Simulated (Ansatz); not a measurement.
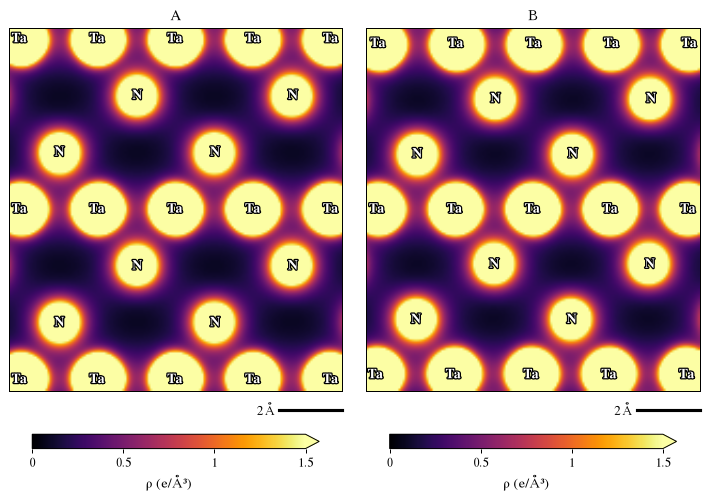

TaN. The valence charge density (pseudo) of two cells that differ in size and shape, on the (110) plane of each (indices in the axes of the calculation cell), at one length scale and on one colour scale; one has 9.9 and the other 10.3 Å³ an atom.

All numbers below come from Ansatz 0.2.0, DFT, PBEsol, PAW with Ansatz's default frozen-core files, scalar-relativistic.

Core electrons are frozen (PAW), and the valence fields are smoothed inside the atomic spheres.

The larger cell:

```cif
data_structure
_symmetry_space_group_name_H-M 'P 1'
_symmetry_Int_Tables_number 1
_cell_length_a 3.1090
_cell_length_b 3.1090
_cell_length_c 4.9180
_cell_angle_alpha 90.000
_cell_angle_beta 90.000
_cell_angle_gamma 120.000
_cell_volume 41.17
loop_
_atom_site_label
_atom_site_type_symbol
_atom_site_fract_x
_atom_site_fract_y
_atom_site_fract_z
_atom_site_occupancy
Ta1 Ta 0.00000 0.00000 0.00000 1
Ta2 Ta 0.00000 0.00000 0.50000 1
N1 N 0.33333 0.66667 0.25000 1
N2 N 0.66667 0.33333 0.75000 1
```

The smaller cell: a = 3.048 Å, b = 3.022 Å, c = 4.918 Å, α = 89.57°, β = 88.85°, γ = 119.13°.

### Which is the denser cell? Describe the effect of the change.

Panel B is the smaller cell, by 4 % in volume. From the larger cell to the smaller, Ta–N goes from 2.18 to 2.13 Å, and the density at its midpoint from 0.6 to 0.66 e/Å³; Ta–Ta goes from 2.46 to 2.46 Å; the pressure goes from 32 to 49 GPa.
